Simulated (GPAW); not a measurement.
System: CdI2-type ZrS2, space group P-3m1, 3 atoms in the cell; at the first pressure, a = 3.630 Å, c = 5.848 Å (hexagonal axes). Cell and atoms are relaxed at each pressure. Computed with GPAW 26.7.0: PBEsol, PAW data sets generated in the run's folder for this functional, no spin polarisation, no spin-orbit coupling, 6×6×3 k mesh, 600 eV cutoff, Fermi-Dirac smearing of 0.05 eV.

Q: How will the gap change from 0 GPa to 10 GPa?

A: The gap falls from 0.84 eV at 0 GPa to 0.22 eV at 5 GPa and closes on the mesh between 5 GPa and 10 GPa.

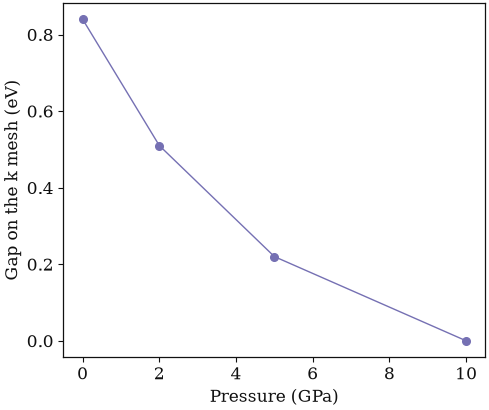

Smallest gap on the k mesh.

| pressure | gap (eV) | volume (Å³/atom) |
| --- | --- | --- |
| 0 GPa | 0.84 | 22.24 |
| 2 GPa | 0.51 | 20.84 |
| 5 GPa | 0.22 | 19.71 |
| 10 GPa | none | 18.48 |

Later steps reuse the first step's grids. This functional lacks dispersion, which binds the layers, so the relaxed spacing across them comes out too large. The cell is a database's computed one. An odd mesh through Γ misses points on the zone boundary, where band edges often lie. LDA, GGA and most meta-GGA functionals understate gaps.
